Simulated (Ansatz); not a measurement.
**SiO2: a point defect seen from the nuclei (Hf on a Si site), part 1 of 3**

Wanted: the field gradients around Hf on a Si site in SiO2, cell charge 0, before and after the neighbours move. The cell is a supercell built from an entry of the Crystallography Open Database (COD; perhaps a calculated or model structure). Planned: a single point, then a relaxation, then r2SCAN.

Method: DFT, PBE, plane-wave PAW, default files, scalar-relativistic, as far as a step names no other, in Ansatz 0.2.0.

## Step 1: The system as given

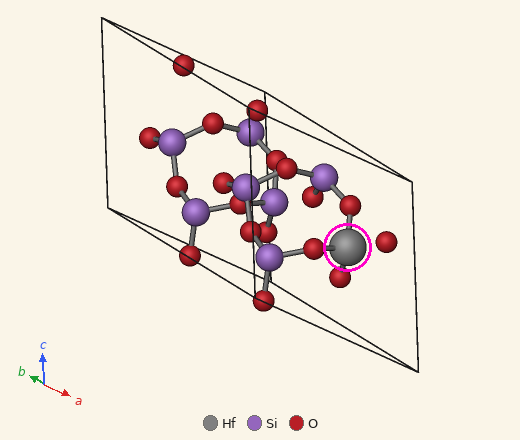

Start, viewed slightly off an axis; hafnium grey, silicon purple, oxygen red. Atoms on the faces are drawn again on the opposite ones. Atom 1 is ringed.

Structure file:

```xyz
24
Lattice="-5.1085 3.9790 2.4783 10.2170 -7.9579 4.9565 5.1085 3.9790 -2.4783" Properties=species:S:1:pos:R:3 pbc="T T T"
Hf    1.0404    2.8378    2.4782
Si    6.1489   -1.1412    4.9565
Si    4.0681    1.1412    0.0000
Si    9.1766   -2.8378    2.4783
Si    4.0681    2.8378    2.4783
Si    9.1766   -1.1412    4.9565
Si    1.0404    1.1412    0.0000
Si    6.1489   -2.8378    2.4783
O     0.8105    1.5167    3.3941
O     5.9190   -2.4623    5.8723
O     4.2980    2.4623    0.9158
O     9.4065   -1.5167    3.3941
O    -0.8105    5.4956    0.9158
O     4.2980    1.5167    3.3941
O     0.8105    2.4623    0.9158
O     5.9190   -1.5167    3.3941
O     2.5543    3.3784    2.6843
O     7.6628   -0.6006    5.1625
O     2.5543    0.6006    0.2060
O     7.6628   -3.3784    2.6843
O     5.1085    0.0000    0.4674
O    10.2170   -3.9789    2.9457
O     0.0000    0.0000    0.4674
O     5.1085   -3.9789    2.9457
```

Atom 1 of the input is the impurity.

## Step 2: Single point at the given positions

Contents of input.yaml:

```yaml
crystal:
  lattice:
    - [-5.1085, 3.97895, 2.47825]
    - [10.217, -7.9579, 4.9565]
    - [5.1085, 3.97895, -2.47825]
  atoms:
    - { symbol: Hf, position: [0.8566, 0.300915, 0.45843] }
    - { symbol: Si, position: [0.8566, 0.800915, 0.45843] }
    - { symbol: Si, position: [0.1434, 0.199085, 0.54157] }
    - { symbol: Si, position: [0.1434, 0.699085, 0.54157] }
    - { symbol: Si, position: [0.8566, 0.449085, 0.75477] }
    - { symbol: Si, position: [0.8566, 0.949085, 0.75477] }
    - { symbol: Si, position: [0.1434, 0.050915, 0.24523] }
    - { symbol: Si, position: [0.1434, 0.550915, 0.24523] }
    - { symbol: O, position: [0.87536, 0.38205, 0.26992] }
    - { symbol: O, position: [0.87536, 0.88205, 0.26992] }
    - { symbol: O, position: [0.49418, 0.30272, 0.73008] }
    - { symbol: O, position: [0.49418, 0.80272, 0.73008] }
    - { symbol: O, position: [0.87536, 0.05272, 0.61126] }
    - { symbol: O, position: [0.87536, 0.55272, 0.61126] }
    - { symbol: O, position: [0.49418, 0.13205, 0.38874] }
    - { symbol: O, position: [0.49418, 0.63205, 0.38874] }
    - { symbol: O, position: [0.9661, 0.395785, 0.67453] }
    - { symbol: O, position: [0.9661, 0.895785, 0.67453] }
    - { symbol: O, position: [0.11704, 0.145785, 0.32547] }
    - { symbol: O, position: [0.11704, 0.645785, 0.32547] }
    - { symbol: O, position: [0.09431, 0.297155, 0.5] }
    - { symbol: O, position: [0.09431, 0.797155, 0.5] }
    - { symbol: O, position: [0.09431, 0.047155, 0.0] }
    - { symbol: O, position: [0.09431, 0.547155, 0.0] }
kpoints:
  mp_grid: { grid: [4, 2, 3] }
scf:
  occupations: { method: fermi_dirac, width: 0.01 }
hamiltonian:
  xc: pbe
  pseudopotentials: { kind: paw }
output:
  forces: true
  stress: true
  populations: true
  efg:
    quadrupole_moments_barn: { Hf: 3.365, O: -0.02558 }
    contact_densities: true
```

Run with:

```sh
$ ansatz run input.yaml --threads 1 --pin off --max-ram 3072MiB --backend cpu --events-out ev --progress --plain --runs-dir out
```

Standard output:

```text
Warning: RAYON_NUM_THREADS=1 ignored (pool sized by the plan → 1); use --threads N
Hf: output.efg is read without spin–orbit coupling, which moves field gradients at and beside such atoms by some per cent and up to a factor of two; PAW files take it under magnetization.noncollinear and magnetization.spin_orbit
Engine: ansatz 0.2.0, aarch64-unknown-linux-gnu
Pseudopotentials: kind: paw
Pseudopotential: Hf, paw, valence charge 26, recommended cutoff 420 eV (normal), Hf.paw.azcp
Pseudopotential: Si, paw, valence charge 4, recommended cutoff 420 eV (normal), Si.paw.azcp
Pseudopotential: O, paw, valence charge 6, recommended cutoff 420 eV (normal), O.paw.azcp
Functional definition: PBE
  parameter kappa = 0.804
  parameter beta = 0.06672455060314922
  exchange = pbe_x(kappa = kappa, mu = beta*pi^2/3)
  correlation = pbe_c(beta = beta)
Crystal: 24 atoms, lattice volume = 402.993 Å³
Basis set: ecut = 420 eV, 7897 PW (Γ), exchange–correlation on 96×192×96 points (8 copies of the dense FFT grid, shifted against one another)
Bands: 99, of which v1, the nominal top of the filled ones, is band 75 counted from 1 (74 counted from 0)
Symmetry: 1 space group operations
Space group: P1 (ITA 1), of the structure as read, at distance tolerance 7.4e-5 Å
k-points: 14 of 24 (time reversal used)
Non-local potential: Hf, projectors of the file, l = 0: 3, l = 1: 2, l = 2: 2, l = 3: 3
Non-local potential: Si, projectors of the file, l = 0: 2, l = 1: 2, l = 2: 2
Non-local potential: O, projectors of the file, l = 0: 2, l = 1: 2, l = 2: 1
PAW form: soft (Blöchl's): semilocal exchange-correlation on the pseudo side does not see the compensation charge
PAW one-centre angular grid: Hf, 590 points (default); XC on 64 Gauss nodes
PAW one-centre angular grid: Si, 110 points (default); XC on 64 Gauss nodes
PAW one-centre angular grid: O, 110 points (default); XC on 64 Gauss nodes
Initial density: superposition of atomic densities (neutral atoms: chi_scale 0, normalization atom), corrected by the library's trained network
Initial wavefunctions: pseudopotential atomic-orbital guess
Functional: x = pbe(κ = 0.804, μ = 0.2195149727645171), c = pbe(β = 0.06672455060314922)
SCF iter   1: F=—  HF=-29268.452910 eV  |F-HF|=—  |Δ(HF+E_count)|=         —  Δρ=4.79e-3  dr2=1.25e-1  ethr=1.77e-3  ⟨swp⟩=7.4  Hψ=7260  notcnv=0  defer=120
preconditioner: auto → Resta (q_TF=auto, 2.314 Å⁻¹)  ε∞=2.9  [insulator: Δε(μ)=5.658 eV  Ē_g=16.134 eV  σ=0.010 eV  W_gap=1.00  n_scr=88 (ndim 8)  ℏωp=22.0 eV  f_vac=0.337  D(μ)=0.00/eV (n_scr^D=0)  ε∞_Penn≈2.9]
SCF iter   2: F=—  HF=-29268.455601 eV  |F-HF|=—  |Δ(HF+E_count)|=   2.69e-3  Δρ=2.19e-3  dr2=2.51e-2  ethr=8.31e-5  ⟨swp⟩=3.0  Hψ=2241  notcnv=0  defer=259
SCF iter   3: F=—  HF=-29268.466824 eV  |F-HF|=—  |Δ(HF+E_count)|=   1.12e-2  Δρ=1.02e-3  dr2=5.26e-3  ethr=1.67e-5  ⟨swp⟩=3.6  Hψ=2337  notcnv=0  defer=259
SCF iter   4: F=—  HF=-29268.467716 eV  |F-HF|=—  |Δ(HF+E_count)|=   8.92e-4  Δρ=3.21e-4  dr2=6.34e-4  ethr=3.50e-6  ⟨swp⟩=2.8  Hψ=2461  notcnv=0  defer=259
SCF iter   5: F=—  HF=-29268.467662 eV  |F-HF|=—  |Δ(HF+E_count)|=   5.37e-5  Δρ=2.33e-4  dr2=2.18e-4  ethr=4.23e-7  ⟨swp⟩=2.0  Hψ=2254  notcnv=0  defer=259
SCF iter   6: F=—  HF=-29268.467566 eV  |F-HF|=—  |Δ(HF+E_count)|=   9.59e-5  Δρ=5.89e-5  dr2=1.74e-5  ethr=1.46e-7  ⟨swp⟩=2.0  Hψ=2254  notcnv=0  defer=259
SCF iter   7: F=—  HF=-29268.467207 eV  |F-HF|=—  |Δ(HF+E_count)|=   3.59e-4  Δρ=3.66e-5  dr2=4.86e-6  ethr=1.16e-8  ⟨swp⟩=2.0  Hψ=2243  notcnv=0  defer=259
SCF iter   8: F=—  HF=-29268.467204 eV  |F-HF|=—  |Δ(HF+E_count)|=   2.57e-6  Δρ=1.32e-5  dr2=6.70e-7  ethr=3.24e-9  ⟨swp⟩=2.0  Hψ=2177  notcnv=0  defer=259
SCF iter   9: F=-29268.467204 eV  HF=-29268.467204 eV  |F-HF|=7.45e-8  |Δ(HF+E_count)|=   4.05e-7  Δρ=2.87e-6  dr2=4.72e-8  ethr=6.67e-11  ⟨swp⟩=14.2  Hψ=8504  notcnv=0
SCF 1 converged in 9 iterations: F = -29268.467204 eV  dr2 = 4.72e-8
SCF converged after 9 iterations
Free energy (F): -29268.467204 eV
Harris-Foulkes:  -29268.467204 eV  (|F-HF|=7.45e-8)
Internal energy: -29268.467204 eV  (E = F + TS)
E sigma→0 (E₀):  -29268.467204 eV
Fermi energy:    3.654963 eV
--- Per-component energies (eV) ---
  E_band       = -1097.886669
  E_kinetic    = 3653.414958
  E_local      = -22848.328629  (includes V_loc(G=0)·N_el)
  E_nonlocal   = -289.777241
  E_hartree    = 9873.426144
  E_xc         = -1893.072612
  E_vxc        = -2134.042885  (∫ρ·V_xc dr)
  E_paw        = -13083.899468  (= ΣΔE_a)
  E_vpaw       = 773.955783  (= ΣTr[D̂ρ^β])
  E_aug_tail   = 0.041633  (compensation charges beyond the density's cutoff)
  E_ewald      = -4680.271989
  E_smearing   = -0.000000  (= −TS)
  E_closure    = 0.000000  (closes the sum)
  Σ components = -29268.467204   (vs F -29268.467204, Δ=0.00e0)
--- Forces (eV/Å), atoms counted from 1 ---
  atom   1  Hf    -0.52075759    -0.01671530    -0.54412069
  atom   2  Si    -0.21300432    -0.01352981     0.09697667
  atom   3  Si     0.01748980     0.10870026     0.39948258
  atom   4  Si     0.15046567    -0.12723544    -0.03166495
  atom   5  Si     0.58239608     0.65166343     0.11687853
  atom   6  Si     0.15216430     0.12966435    -0.08229868
  atom   7  Si    -0.34583850     0.15109574    -0.58432408
  atom   8  Si    -0.42647055    -0.84457162    -0.00483183
  atom   9  O     -2.47991357   -15.20035016    11.12813936
  atom  10  O     -0.11536783    -0.18300112    -0.30318734
  atom  11  O      0.05058771     0.30111077    -0.01360469
  atom  12  O      0.15966259     0.13047662     0.04245351
  atom  13  O      0.19392655    -0.15802633    -0.01597331
  atom  14  O      0.11625342    -0.21262376     0.02321980
  atom  15  O     -2.55866104    -4.85374970   -18.22312098
  atom  16  O     -0.13931349     0.20739016    -0.09673202
  atom  17  O     18.14078651     6.16477405     2.42087886
  atom  18  O      0.03540761     0.39539391     0.15764085
  atom  19  O     -0.15385150    -0.39746140     0.18723522
  atom  20  O      0.13964942    -0.32660289     0.17910628
  atom  21  O    -12.95825509    14.15222709     5.22673644
  atom  22  O      0.01133313     0.01558934    -0.11809669
  atom  23  O     -0.02275492    -0.05099535    -0.04959453
  atom  24  O      0.18417870    -0.02330061     0.08880492
  max |Σ_I F_I| component: 1.13e-4 eV/Å
--- Stress (GPa, compression-positive) ---
       21.013182      -0.332326      -0.265725
       -0.332328      20.722291       0.243728
       -0.265724       0.243728      20.211046
  P = ⅓ Tr σ = 20.6488 GPa (206.488 kbar)
--- PAW observables at the nuclei: V_zz in 10²¹ V/m², potentials from the cell's mean, atoms counted from 1 ---
  atom   1  Hf V_zz =    -6.158244   η = 0.5325   by run symmetry: allowed   C_q = -501.0676 MHz
            electrostatic potential = -14171.269778 V   contact ρ = 7528885.984261 e/Å³
  atom   2  Si V_zz =    +0.706308   η = 0.8442   by run symmetry: allowed
            electrostatic potential = -1352.895450 V   contact ρ = 12801.503615 e/Å³
  atom   3  Si V_zz =    -1.400534   η = 0.4504   by run symmetry: allowed
            electrostatic potential = -1353.140912 V   contact ρ = 12801.971590 e/Å³
  atom   4  Si V_zz =    +0.706024   η = 0.9124   by run symmetry: allowed
            electrostatic potential = -1352.904301 V   contact ρ = 12801.527877 e/Å³
  atom   5  Si V_zz =    -0.512875   η = 0.7565   by run symmetry: allowed
            electrostatic potential = -1353.164261 V   contact ρ = 12801.844636 e/Å³
  atom   6  Si V_zz =    +0.700143   η = 0.9036   by run symmetry: allowed
            electrostatic potential = -1352.861098 V   contact ρ = 12801.513612 e/Å³
  atom   7  Si V_zz =    +0.462315   η = 0.2391   by run symmetry: allowed
            electrostatic potential = -1353.082089 V   contact ρ = 12801.781593 e/Å³
  atom   8  Si V_zz =    +1.112237   η = 0.5158   by run symmetry: allowed
            electrostatic potential = -1353.118204 V   contact ρ = 12801.778622 e/Å³
  atom   9  O  V_zz =    +5.473009   η = 0.1864   by run symmetry: allowed   C_q = -3.3852 MHz
            electrostatic potential = -618.256406 V   contact ρ = 2156.597494 e/Å³
  atom  10  O  V_zz =    +8.848771   η = 0.2953   by run symmetry: allowed   C_q = -5.4732 MHz
            electrostatic potential = -617.332936 V   contact ρ = 2154.084100 e/Å³
  atom  11  O  V_zz =    +8.634437   η = 0.3178   by run symmetry: allowed   C_q = -5.3406 MHz
            electrostatic potential = -617.292160 V   contact ρ = 2154.141757 e/Å³
  atom  12  O  V_zz =    +8.799039   η = 0.3325   by run symmetry: allowed   C_q = -5.4424 MHz
            electrostatic potential = -617.213915 V   contact ρ = 2154.118513 e/Å³
  atom  13  O  V_zz =    +8.751082   η = 0.3386   by run symmetry: allowed   C_q = -5.4127 MHz
            electrostatic potential = -617.169654 V   contact ρ = 2154.089937 e/Å³
  atom  14  O  V_zz =    +8.739706   η = 0.3177   by run symmetry: allowed   C_q = -5.4057 MHz
            electrostatic potential = -617.232747 V   contact ρ = 2154.120746 e/Å³
  atom  15  O  V_zz =    +5.302117   η = 0.2016   by run symmetry: allowed   C_q = -3.2795 MHz
            electrostatic potential = -618.287409 V   contact ρ = 2156.653421 e/Å³
  atom  16  O  V_zz =    +8.802214   η = 0.3358   by run symmetry: allowed   C_q = -5.4444 MHz
            electrostatic potential = -617.187281 V   contact ρ = 2154.066821 e/Å³
  atom  17  O  V_zz =    +5.111974   η = 0.2461   by run symmetry: allowed   C_q = -3.1619 MHz
            electrostatic potential = -618.309810 V   contact ρ = 2156.587771 e/Å³
  atom  18  O  V_zz =    +8.907874   η = 0.2662   by run symmetry: allowed   C_q = -5.5097 MHz
            electrostatic potential = -617.208891 V   contact ρ = 2153.956864 e/Å³
  atom  19  O  V_zz =    +8.701238   η = 0.2474   by run symmetry: allowed   C_q = -5.3819 MHz
            electrostatic potential = -617.218918 V   contact ρ = 2154.014755 e/Å³
  atom  20  O  V_zz =    +8.770801   η = 0.2903   by run symmetry: allowed   C_q = -5.4249 MHz
            electrostatic potential = -617.264925 V   contact ρ = 2154.016169 e/Å³
  atom  21  O  V_zz =    +5.268658   η = 0.1535   by run symmetry: allowed   C_q = -3.2588 MHz
            electrostatic potential = -618.318414 V   contact ρ = 2156.523660 e/Å³
  atom  22  O  V_zz =    +9.501799   η = 0.1801   by run symmetry: allowed   C_q = -5.8771 MHz
            electrostatic potential = -617.188578 V   contact ρ = 2153.486029 e/Å³
  atom  23  O  V_zz =    +9.499605   η = 0.1798   by run symmetry: allowed   C_q = -5.8757 MHz
            electrostatic potential = -617.158110 V   contact ρ = 2153.448366 e/Å³
  atom  24  O  V_zz =    +9.377128   η = 0.1505   by run symmetry: allowed   C_q = -5.8000 MHz
            electrostatic potential = -617.427124 V   contact ρ = 2153.538483 e/Å³
--- Band table (eV; the first three rows and the last of 14) ---
  k-point 0: bands = ["-55.9314", "-26.9274", "-26.8507", "-26.8175", "-18.5782", "-17.9912", "-17.8307", "-17.5702", "-17.2471", "-17.1749", "-17.0414", "-16.6613", "-16.6040", "-16.5832", "-16.5696", "-16.5237", "-16.2742", "-15.0079", "-14.9269", "-14.8679", "-7.3286", "-7.1808", "-7.0772", "-6.7663", "-6.1687", "-5.8087", "-5.6763", "-5.5018", "-5.4272", "-5.4203", "-5.4055", "-5.3762", "-5.2684", "-4.6784", "-4.5887", "-4.4822", "-4.4037", "-4.2319", "-4.0886", "-3.6455", "-3.5427", "-2.9939", "-2.7970", "-2.7211", "-2.5937", "-2.3140", "-2.2443", "-1.9208", "-1.8475", "-1.7371", "-1.5723", "-1.4855", "-1.3162", "-1.2366", "-1.2211", "-1.1753", "-1.0664", "-1.0248", "-0.8676", "-0.7735", "-0.7377", "-0.5752", "-0.4912", "-0.4731", "-0.4311", "-0.2763", "-0.1905", "0.0292", "0.1621", "0.2878", "0.3142", "0.4661", "0.5431", "0.5844", "0.8230", "6.4395", "8.6827", "8.7866", "9.4862", "9.6376", "9.7554", "9.8619", "9.9597", "10.0823", "10.1593", "10.2331", "10.3184", "10.4427", "10.6308", "10.7288", "10.8026", "10.9037", "11.1088", "11.2505", "11.4158", "11.4363", "11.6853", "11.8613", "11.9252"]
  k-point 1: bands = ["-55.9314", "-26.9274", "-26.8506", "-26.8176", "-18.4790", "-18.0179", "-17.8543", "-17.7178", "-17.3962", "-17.1478", "-16.8326", "-16.6493", "-16.6080", "-16.5852", "-16.5561", "-16.5064", "-16.2930", "-14.9778", "-14.9258", "-14.8853", "-7.7223", "-7.3841", "-6.8788", "-6.4045", "-6.0017", "-5.8186", "-5.6306", "-5.4903", "-5.4283", "-5.4180", "-5.4057", "-5.3897", "-5.1616", "-4.8278", "-4.5493", "-4.4487", "-4.4380", "-4.2828", "-4.1225", "-3.6658", "-3.5756", "-3.0347", "-2.8236", "-2.6820", "-2.5963", "-2.3423", "-2.2463", "-1.9031", "-1.8331", "-1.7164", "-1.5404", "-1.4745", "-1.4207", "-1.3493", "-1.2141", "-1.1414", "-1.0875", "-1.0152", "-0.8987", "-0.8207", "-0.7709", "-0.6295", "-0.5427", "-0.3430", "-0.3028", "-0.2573", "-0.1269", "0.0013", "0.1516", "0.2370", "0.3510", "0.4251", "0.5266", "0.6630", "0.7956", "7.0504", "8.5422", "8.6269", "9.2952", "9.4256", "9.5729", "9.7447", "9.8805", "9.9399", "10.1333", "10.2010", "10.4261", "10.5348", "10.6097", "10.7087", "10.8235", "10.9614", "11.0941", "11.1645", "11.3820", "11.5105", "11.6202", "11.8205", "11.9429"]
  k-point 2: bands = ["-55.9314", "-26.9274", "-26.8506", "-26.8175", "-18.5024", "-18.2493", "-17.5819", "-17.4289", "-17.4083", "-17.2634", "-17.0026", "-16.6593", "-16.6078", "-16.5965", "-16.5532", "-16.5242", "-16.2709", "-15.0039", "-14.9310", "-14.8695", "-7.3787", "-7.2372", "-6.8404", "-6.6416", "-6.4960", "-5.9705", "-5.5294", "-5.4892", "-5.4510", "-5.4264", "-5.4054", "-5.3883", "-5.0693", "-4.6979", "-4.5908", "-4.4738", "-4.4327", "-4.3349", "-4.0404", "-3.6742", "-3.5060", "-2.9590", "-2.8268", "-2.7044", "-2.5152", "-2.4434", "-2.2137", "-1.9974", "-1.8414", "-1.6451", "-1.5504", "-1.4082", "-1.3520", "-1.2803", "-1.2211", "-1.1277", "-1.0434", "-0.9956", "-0.9395", "-0.8384", "-0.7361", "-0.5996", "-0.5142", "-0.4505", "-0.3005", "-0.2770", "-0.1875", "-0.1006", "0.1527", "0.2328", "0.3895", "0.4387", "0.5583", "0.5890", "0.8247", "7.1224", "7.1909", "9.4998", "9.6380", "9.6789", "9.7733", "9.8379", "9.9170", "10.0065", "10.1105", "10.3760", "10.4214", "10.5588", "10.6128", "10.7187", "10.8621", "10.9887", "11.0891", "11.1805", "11.4246", "11.5053", "11.5804", "11.8420", "11.8729"]
  k-point 13: bands = ["-55.9314", "-26.9278", "-26.8506", "-26.8176", "-18.2988", "-18.1192", "-17.9043", "-17.7410", "-17.5304", "-17.0803", "-16.7405", "-16.6378", "-16.6171", "-16.6010", "-16.5738", "-16.5093", "-16.3464", "-14.9878", "-14.9205", "-14.8014", "-8.0291", "-7.3872", "-6.5178", "-6.2319", "-5.9657", "-5.8110", "-5.6539", "-5.5193", "-5.4360", "-5.4155", "-5.4051", "-5.3937", "-5.2988", "-4.8836", "-4.6529", "-4.4389", "-4.3526", "-4.2808", "-4.0901", "-3.6308", "-3.5740", "-3.0886", "-2.8178", "-2.7735", "-2.5612", "-2.3651", "-2.1917", "-1.9756", "-1.8277", "-1.6853", "-1.6118", "-1.5535", "-1.4608", "-1.3603", "-1.3046", "-1.1218", "-1.0462", "-0.9615", "-0.8428", "-0.7689", "-0.7173", "-0.6531", "-0.5939", "-0.4470", "-0.3246", "-0.2464", "-0.1994", "-0.1573", "0.2777", "0.3602", "0.4190", "0.5316", "0.5853", "0.6244", "0.8232", "7.7558", "8.4920", "8.7699", "8.9312", "9.0591", "9.4872", "9.7876", "9.8625", "9.9372", "10.0351", "10.1242", "10.3443", "10.4206", "10.4518", "10.6545", "10.8674", "11.1314", "11.2230", "11.3105", "11.4619", "11.5568", "11.7275", "11.8850", "11.9787"]
--- Löwdin populations: 24 sites ---
  site symbol       q [e]
     0     Hf     24.8531
     1     Si      2.1972
     2     Si      2.2304
     3     Si      2.1994
     4     Si      2.2267
     5     Si      2.1972
     6     Si      2.2272
     7     Si      2.2280
     8      O      6.6103
     9      O      6.7946
    10      O      6.7938
    11      O      6.7910
    12      O      6.7924
    13      O      6.7921
    14      O      6.6078
    15      O      6.7923
    16      O      6.6141
    17      O      6.7938
    18      O      6.7946
    19      O      6.7933
    20      O      6.5870
    21      O      6.7827
    22      O      6.7840
    23      O      6.7875
  spilling = 0.011529 (of n_electrons = 150.000000)
```

It took 1.7 min on 1 thread of Arm Neoverse V1, shared host; peak memory 0.85 GiB.

State: gap on the mesh 5.58 eV, largest force 19.888 eV/Å, pressure 20.6 GPa.

Like atoms gathered into sites: 13 of 24, those nearest the defect, the farthest of each element and the two largest gradients.

```tsv
site	atoms	distance from the defect (Å)	V_zz (10²¹ V/m²)	η	C_Q (MHz)
Hf	1	0.00	-6.16	0.53	-501 (¹⁷⁷Hf)
O21	21	1.61	5.27	0.15	-3.26 (¹⁷O)
O17	17	1.62	5.11	0.25	-3.16 (¹⁷O)
O15	15	1.62	5.30	0.20	-3.28 (¹⁷O)
O9	9	1.62	5.47	0.19	-3.39 (¹⁷O)
Si8	8	3.00	1.11	0.52	–
Si7	7	3.00	0.46	0.24	–
Si5	5	3.03	-0.51	0.76	–
Si3	3	3.09	-1.40	0.45	–
O23	23	3.63	9.50	0.18	-5.88 (¹⁷O)
O22	22	4.75	9.50	0.18	-5.88 (¹⁷O)
O18	18	5.02	8.91	0.27	-5.51 (¹⁷O)
Si6	6	5.13	0.70	0.90	–
```

Conventions: |V_zz| ≥ |V_yy| ≥ |V_xx|, η = (V_xx − V_yy)/V_zz, C_Q = eQV_zz/h. Q values from Pyykkö, Mol. Phys. 116, 1328 (2018). A dash under C_Q marks elements without a common quadrupolar isotope.

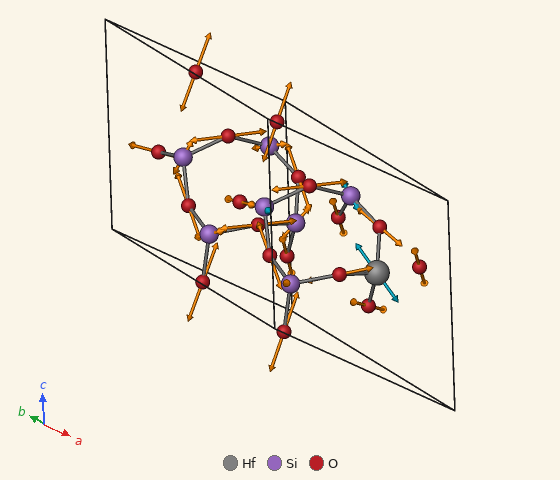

Double arrows mark the V_zz axes (orange positive, teal negative); their length grows with the root of |V_zz|.

(Continued in part 2 of 3.)
